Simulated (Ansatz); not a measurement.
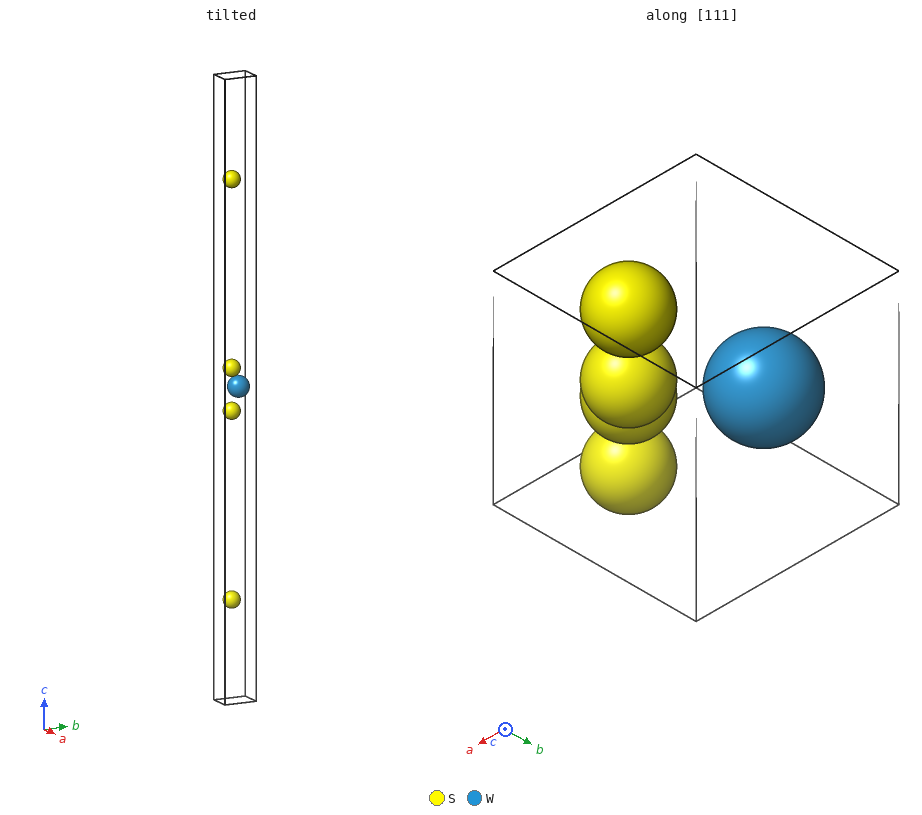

The image is a spheres-only drawing of a crystal, viewed slightly off an axis and along [111]. Thin lines show the simulation cell, with boundary atoms drawn in all their periodic places. Cell: a = 3.189 Å, b = 3.189 Å, c = 45.759 Å, α = 90.00°, β = 90.00°, γ = 120.00°.

Composition: WS4. The cell has 5 atoms, namely 1 W, 4 S. Each W has six S in a trigonal prismatic arrangement at about 2.4 Å. S takes two kinds of site: 2i with no bonds drawn; 2i with three W in a trigonal pyramidal arrangement at about 2.4 Å. Not all metal-metal contacts are counted.

It goes back to a structure listed in the Materials Project, from which a slab was cut. Earlier steps of the study, as a rule a relaxation of our own, may have changed the cell and positions, so they can lie some per cent off the listed ones. It went into a calculation with Ansatz.
